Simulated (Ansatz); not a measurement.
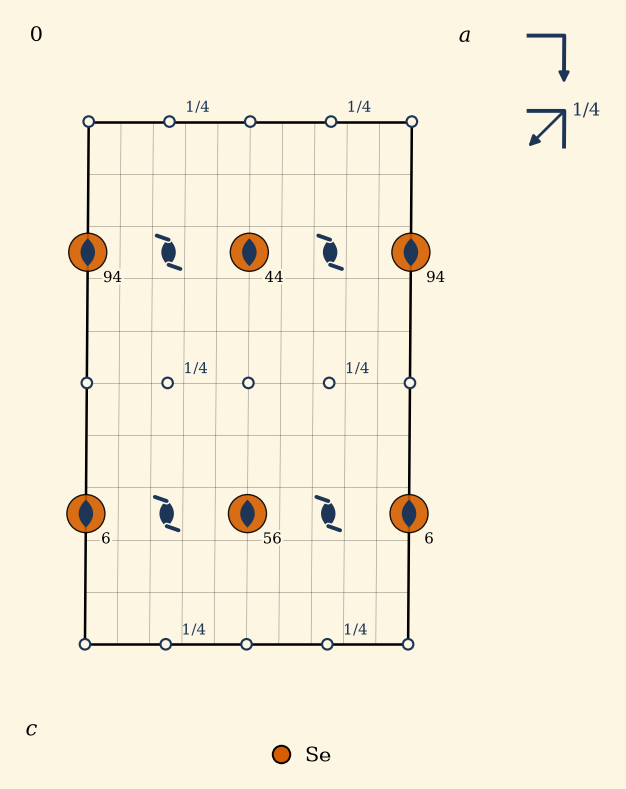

Plan of a unit cell projected along b (c down the page, a across); the numbers are heights in hundredths of b, and atoms on the cell's edges are repeated. The grid marks tenths of c and a. The symmetry elements are drawn over the atoms. Graphical symbols as in the International Tables (origin upper left, heights as fractions; handed screw axes are marked by their printed symbols). Source: the end point of a relaxation with Ansatz 0.2.0, DFT, r2SCAN, plane waves (500 eV) with PAW, scalar-relativistic; the starting structure was generated, so it need not be a known form of this composition. The drawing is computed from the coordinates (standard cell, symmetry found to 0.002 Å).

a = 2.829 Å, b = 8.114 Å, c = 4.576 Å, α = 90.00°, β = 90.41°, γ = 90.00°.

Question: What does the cell contain?

Answer: 4 Se: Se, Z = 4.

Question: Which space group?

Answer: C2/c, No. 15, C-centred monoclinic.

Question: Give the fractional coordinates of all atoms, to two places.

Answer:
```tsv
atom	x	y	z
Se	0.00	0.06	0.75
Se	0.00	0.94	0.25
Se	0.50	0.56	0.75
Se	0.50	0.44	0.25
```
